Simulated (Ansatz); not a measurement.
```xyz
8
Lattice="3.1420 0.0000 0.0000 0.0000 3.1420 -3.1420 0.0000 8.4053 8.4053" Properties=species:S:1:pos:R:3 pbc="T T T"
Mo    1.5710    7.3447    5.7737
Mo    0.0000    8.9157    4.2027
Mo    1.5710    4.2026   -0.5104
Mo    0.0000    2.6316    1.0606
Mo    1.5710    4.2027    2.6317
Mo    0.0000    5.7737    1.0607
Mo    1.5710    7.3446    2.6316
Mo    0.0000    5.7736    4.2026
```

Space group Cmme; not relaxed (largest force 0.6 eV/Å); computed pressure about −10 GPa in this cell; computed without spin polarisation.

The calculation used DFT PBEsol, scalar-relativistic, plane waves, PAW in Ansatz 0.2.0.

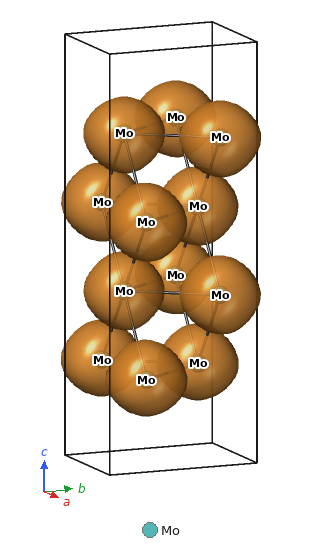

Mo. Isosurface of the valence pseudo-density at 0.5 e/Å³ (orange), seen slightly off an axis. Sticks mark near contacts.

Question: Which contacts does the surface bridge?

Answer: At this value the density breaks into separate islands; it holds about 75 % of the electrons treated as valence (semicore included). It bridges none of the near contacts. It is pinched off along the sampled Mo–Mo (2.72 Å) contacts. On the grid the lowest density along these lines, outside the cores, is 0.38 e/Å³ (Mo–Mo, 2.72 Å).
